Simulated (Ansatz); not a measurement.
Run report: Co, single-point calculation (part 2 of 2)

Co (P-3m1, 2 atoms in the cell); DFT, PBE, PAW with Ansatz's default frozen-core files, scalar-relativistic (Ansatz 0.2.0); cutoff 420 eV, 15×15×8 k-mesh, Fermi–Dirac smearing of 0.08 eV, non-collinear spins. The structure derives from a Materials Project entry. It belongs to a series of runs on one base structure; here: moments marked - in +- held at 90 degrees to the others, PAW files.

Geometry of the input (Å; fractional positions):
```
2.4874  0.0000  0.0000
-1.2437  2.1541  0.0000
0.0000  0.0000  4.0633
Co 0.6667  0.3333  0.2599
Co 0.3333  0.6667  0.7401
```

## Output, continued
```
--- Magnetisation constraints (ε_frz = 1.0e-4 eV) ---
  site  kind           target                            achieved (μB)             |Δ|max (μB)  g (eV/μB)                  λ_eff  esc  ok   flags
  0     per_site_axis  ê (+0.000, +0.000, +1.000) ≥0.00  (-0.001, +0.000, +1.500)  5.20e-4      (+1.5e-1, +0.0e0, +0.0e0)  1.000  0    yes
  1     per_site_axis  ê (+1.000, +0.000, +0.000) ≥0.00  (+1.500, +0.000, -0.001)  5.20e-4      (+0.0e0, +0.0e0, +1.5e-1)  1.000  0    yes
Free energy (F): -10252.033250 eV
Harris-Foulkes:  -10252.033250 eV  (|F-HF|=3.51e-9)
Internal energy: -10251.960782 eV  (E = F + TS)
E sigma→0 (E₀):  -10251.997016 eV
Entropy (-TS):   -0.072469 eV (-36.234 meV/atom)
Fermi energy:    18.666013 eV
--- Per-component energies (eV) ---
  E_band       = -490.762375
  E_kinetic    = 907.240869
  E_local      = -5687.008192  (includes V_loc(G=0)·N_el)
  E_nonlocal   = 907.838039
  E_hartree    = 2383.911704
  E_xc         = -318.015242
  E_vxc        = -410.383168  (∫ρ·V_xc dr)
  E_paw        = -3029.767770  (= ΣΔE_a)
  E_vpaw       = -976.272332  (= ΣTr[D̂ρ^β])
  E_aug_tail   = 0.000157  (compensation charges beyond the density's cutoff)
  E_constr_dc  = -0.000157  (∫m·b dr)
  E_ewald      = -5416.160346
  E_smearing   = -0.072469  (= −TS)
  E_closure    = -0.000000  (closes the sum)
  E_penalty    = -0.000158  (constraint; not in F)
  Σ components = -10252.033250   (vs F -10252.033250, Δ=0.00e0)
settings of this run that can trade accuracy for cost: output.eigenvalues: false. Do not mix this run's numbers with those of runs without the same settings; the input reference describes each key
```

## File rho_z.tsv
```
# z_ang	rho[e/angstrom^3]	m_x[e/angstrom^3]	m_y[e/angstrom^3]	m_z[e/angstrom^3]	m_norm[e/angstrom^3]
# format = ansatz-planar-average/11
# lattice	2.487364874	0.000000000	0.000000000
# lattice	-1.243682437	2.154121169	0.000000000
# lattice	0.000000000	0.000000000	4.063289503
# sites	2
# site	27	1.243682437	0.718040390	1.055890474
# site	27	0.000000000	1.436080779	3.007399030
0.000000	2.764647e-1	-3.905542e-3	-6.269303e-38	-3.905542e-3	1.139320e-2
0.135443	2.939689e-1	-5.378562e-3	2.641615e-27	9.931770e-4	1.423831e-2
0.270886	3.641033e-1	-4.456667e-3	-1.467803e-28	1.199295e-2	2.379560e-2
0.406329	5.354994e-1	-2.127765e-3	-6.494293e-27	3.305731e-2	4.352916e-2
0.541772	9.018686e-1	2.649142e-4	-1.158741e-26	7.064426e-2	7.987361e-2
0.677215	1.612143e0	1.630027e-3	-1.427136e-26	1.399380e-1	1.480231e-1
0.812658	2.730209e0	1.128384e-3	-1.623905e-26	2.536742e-1	2.608107e-1
0.948101	3.872038e0	-6.238074e-4	-1.697086e-26	3.747501e-1	3.813438e-1
1.083544	4.218333e0	-1.168154e-3	-1.364783e-26	4.124512e-1	4.188678e-1
1.218987	3.457613e0	1.099344e-4	-7.391585e-27	3.311547e-1	3.377686e-1
1.354430	2.243518e0	8.750843e-4	-3.060392e-27	2.034094e-1	2.109027e-1
1.489873	1.286795e0	-6.020746e-4	-1.231205e-27	1.062239e-1	1.153171e-1
1.625316	7.446144e-1	-3.505823e-3	1.738713e-27	5.093492e-2	6.206618e-2
1.760759	4.830386e-1	-6.306590e-3	5.602009e-27	2.026611e-2	3.370563e-2
1.896202	3.717076e-1	-7.273497e-3	5.507240e-27	3.348663e-3	1.931902e-2
2.031645	3.429793e-1	-4.670162e-3	1.962060e-37	-4.670162e-3	1.487758e-2
2.167088	3.717076e-1	3.348663e-3	-5.507240e-27	-7.273497e-3	1.931902e-2
2.302531	4.830386e-1	2.026611e-2	-5.602009e-27	-6.306590e-3	3.370563e-2
2.437974	7.446144e-1	5.093492e-2	-1.738713e-27	-3.505823e-3	6.206618e-2
2.573417	1.286795e0	1.062239e-1	1.231205e-27	-6.020746e-4	1.153171e-1
2.708860	2.243518e0	2.034094e-1	3.060392e-27	8.750843e-4	2.109027e-1
2.844303	3.457613e0	3.311547e-1	7.391585e-27	1.099344e-4	3.377686e-1
2.979746	4.218333e0	4.124512e-1	1.364783e-26	-1.168154e-3	4.188678e-1
3.115189	3.872038e0	3.747501e-1	1.697086e-26	-6.238074e-4	3.813438e-1
3.250632	2.730209e0	2.536742e-1	1.623905e-26	1.128384e-3	2.608107e-1
3.386075	1.612143e0	1.399380e-1	1.427136e-26	1.630027e-3	1.480231e-1
3.521518	9.018686e-1	7.064426e-2	1.158741e-26	2.649142e-4	7.987361e-2
3.656961	5.354994e-1	3.305731e-2	6.494293e-27	-2.127765e-3	4.352916e-2
3.792404	3.641033e-1	1.199295e-2	1.467803e-28	-4.456667e-3	2.379560e-2
3.927847	2.939689e-1	9.931770e-4	-2.641615e-27	-5.378562e-3	1.423831e-2
```

## File v_z.tsv
```
# z_ang	v_es[eV]	v_tot[eV]	b_x[eV]	b_y[eV]	b_z[eV]
# format = ansatz-planar-average/11
# xc	pbe
# density_cutoff_ev	1680
# datasets	Co=:simpson_from_first_knot:soft
# lattice	2.487364874	0.000000000	0.000000000
# lattice	-1.243682437	2.154121169	0.000000000
# lattice	0.000000000	0.000000000	4.063289503
# sites	2
# site	27	1.243682437	0.718040390	1.055890474
# site	27	0.000000000	1.436080779	3.007399030
0.000000	1.849526e1	8.063985e0	9.949809e-2	2.577898e-54	9.949809e-2
0.135443	1.786403e1	7.318388e0	9.565268e-2	1.383472e-42	5.463446e-2
0.270886	1.575907e1	4.778845e0	6.689240e-2	9.556313e-43	-1.980735e-2
0.406329	1.221930e1	4.281711e-1	4.379872e-2	3.152330e-42	-8.993697e-2
0.541772	7.938728e0	-4.954436e0	3.125219e-2	1.027513e-42	-1.254097e-1
0.677215	3.808823e0	-1.032557e1	2.218634e-2	-6.371278e-42	-1.211560e-1
0.812658	5.338791e-1	-1.474136e1	9.203246e-3	-3.916198e-42	-9.783412e-2
0.948101	-1.450034e0	-1.749255e1	-3.042471e-3	4.291500e-42	-7.802366e-2
1.083544	-1.918234e0	-1.815715e1	-6.678630e-3	2.272937e-42	-7.512825e-2
1.218987	-8.269157e-1	-1.664985e1	1.858797e-3	-3.405280e-42	-9.119953e-2
1.354430	1.697475e0	-1.321558e1	1.901456e-2	-7.855000e-43	-1.171496e-1
1.489873	5.332912e0	-8.434648e0	3.937221e-2	5.067885e-42	-1.317087e-1
1.625316	9.516760e0	-3.146522e0	6.172743e-2	3.979012e-42	-1.104623e-1
1.760759	1.341235e1	1.613749e0	9.107139e-2	-3.487255e-42	-4.263966e-2
1.896202	1.612044e1	4.861044e0	1.154318e-1	-6.477666e-42	4.242240e-2
2.031645	1.707964e1	6.007379e0	1.021046e-1	1.033737e-52	1.021046e-1
2.167088	1.612044e1	4.861044e0	4.242240e-2	6.477666e-42	1.154318e-1
2.302531	1.341235e1	1.613749e0	-4.263966e-2	3.487255e-42	9.107139e-2
2.437974	9.516760e0	-3.146522e0	-1.104623e-1	-3.979012e-42	6.172743e-2
2.573417	5.332912e0	-8.434648e0	-1.317087e-1	-5.067885e-42	3.937221e-2
2.708860	1.697475e0	-1.321558e1	-1.171496e-1	7.855000e-43	1.901456e-2
2.844303	-8.269157e-1	-1.664985e1	-9.119953e-2	3.405280e-42	1.858797e-3
2.979746	-1.918234e0	-1.815715e1	-7.512825e-2	-2.272937e-42	-6.678630e-3
3.115189	-1.450034e0	-1.749255e1	-7.802366e-2	-4.291500e-42	-3.042471e-3
3.250632	5.338791e-1	-1.474136e1	-9.783412e-2	3.916198e-42	9.203246e-3
3.386075	3.808823e0	-1.032557e1	-1.211560e-1	6.371278e-42	2.218634e-2
3.521518	7.938728e0	-4.954436e0	-1.254097e-1	-1.027513e-42	3.125219e-2
3.656961	1.221930e1	4.281711e-1	-8.993697e-2	-3.152330e-42	4.379872e-2
3.792404	1.575907e1	4.778845e0	-1.980735e-2	-9.556313e-43	6.689240e-2
3.927847	1.786403e1	7.318388e0	5.463446e-2	-1.383472e-42	9.565268e-2
```

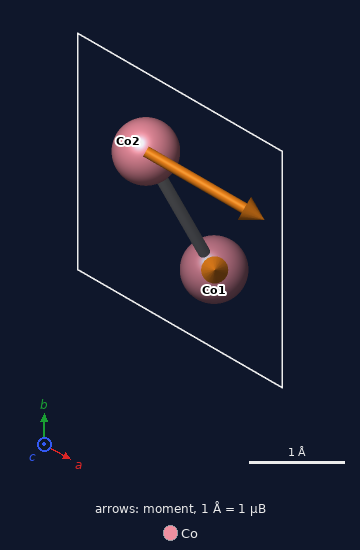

Figure 1. Magnetic moments of the sites as orange arrows (ball-and-stick view of the cell of the calculation, along the c axis; atoms are numbered from 1 in the order of the input); small moments hardly show. Site moments: Co1, Co2 (1.44 μB). They are counted near the atoms and needn't add up to the moment of the cell.

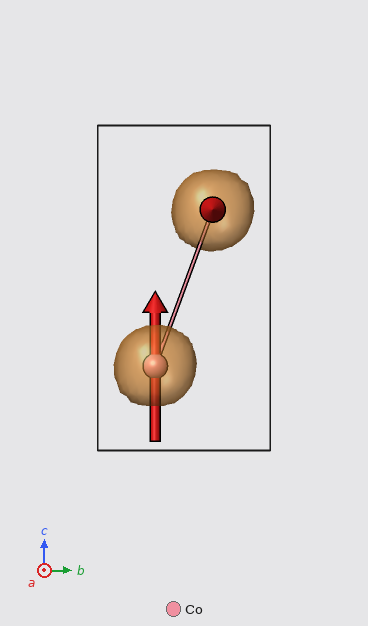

Figure 2. Isosurface of the size of the magnetisation density at 0.6 e/Å³ (orange), with the spin moments of the magnetic sites as arrows; seen along the a axis. The outline is the calculation cell. Spin moments: Co 1.4 μB. They are not collinear: the angles between them are about 90°, and a net moment remains. In a PAW calculation such maps are meaningful between the atoms, not at the nuclei.

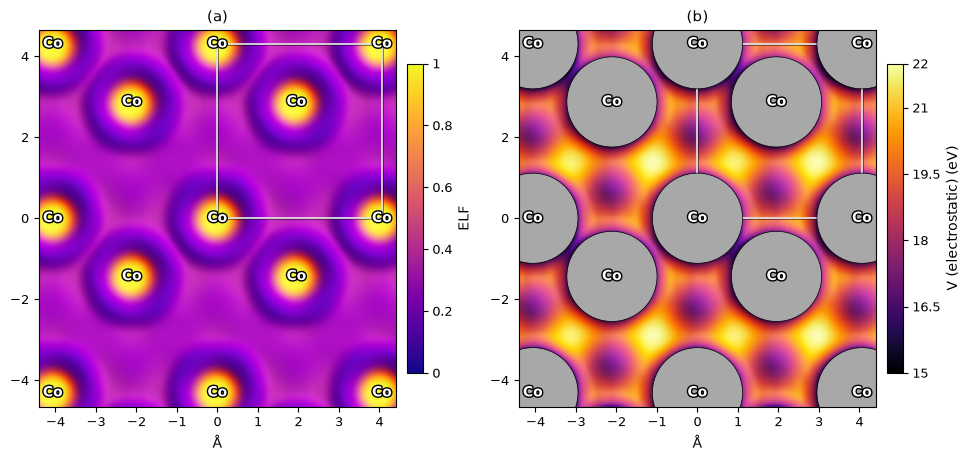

Figure 3. (a) ELF; (b) electrostatic potential energy of an electron on the (110) plane of the calculation cell. Grey discs, where drawn, cover atomic cores. Atoms in the plane: Co. Co–Co (2.42 Å): the ELF is about 0.30 at the midpoint; no localised pair between them. Co–Co (2.55 Å): the ELF is about 0.30 at the midpoint (no shared electron pair). The strong features right at Co lie inside the PAW spheres (semicore, d or f shells) and say nothing about bonding. Outside the cores the potential energy rises away from the atoms and is highest about 1.8 Å from the nearest atoms; outside the discs it spans about 6 eV, and its zero is arbitrary.
